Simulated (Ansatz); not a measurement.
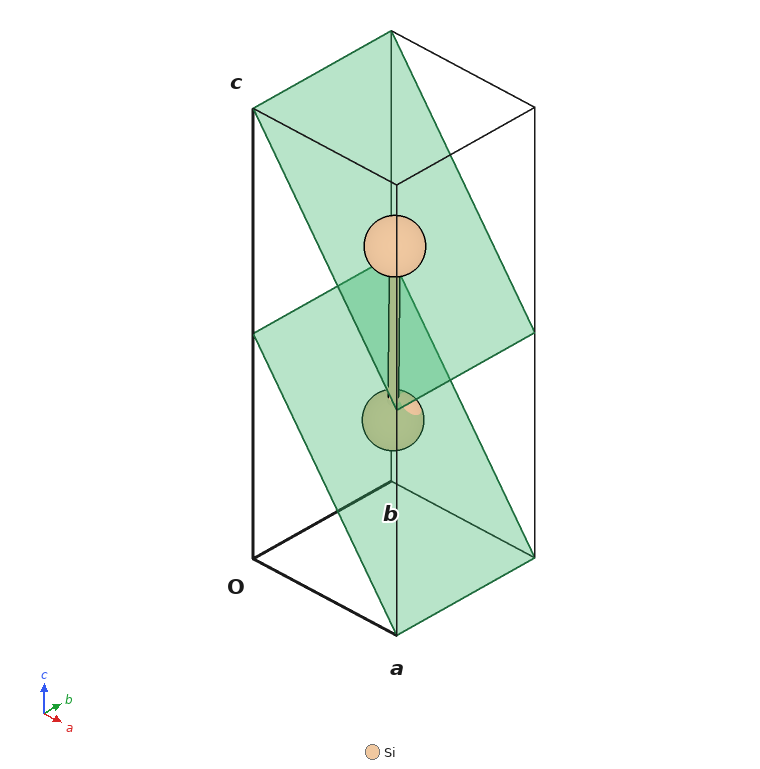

Every member of one family of equally spaced planes, hx + ky + lz = a whole number, that cuts the unit cell is shaded (one member passes through the origin O, touching the cell only at an edge or corner). Crystal: Si, the geometry relaxed with Ansatz 0.2.0, DFT, RPBE, plane waves (420 eV) with PAW, scalar-relativistic; the starting structure was generated, so it need not be a known form of this composition. Geometry calculated from the standardised cell; symmetry tolerance 0.002 Å.

a = 2.712 Å, b = 2.712 Å, c = 4.573 Å, α = 90.00°, β = 90.00°, γ = 120.00°.

### Which (hkl) family is drawn?

(1 0 2), in four indices (1 0 −1 2); the opposite sign names the same planes. The member next to the origin meets the axes a at 1, b never, c at 1/2.

### What is the spacing?

d = 1.638 Å.

### Which atoms of the cell lie in these planes (within 0.03 Å)?

No atom.

### The space group is P6₃/mmc, No. 194. How many reflections hkl are equivalent to this one (itself included), and does it occur?

12 reflections are equivalent in the Laue class 6/mmm. The space group allows the reflection.
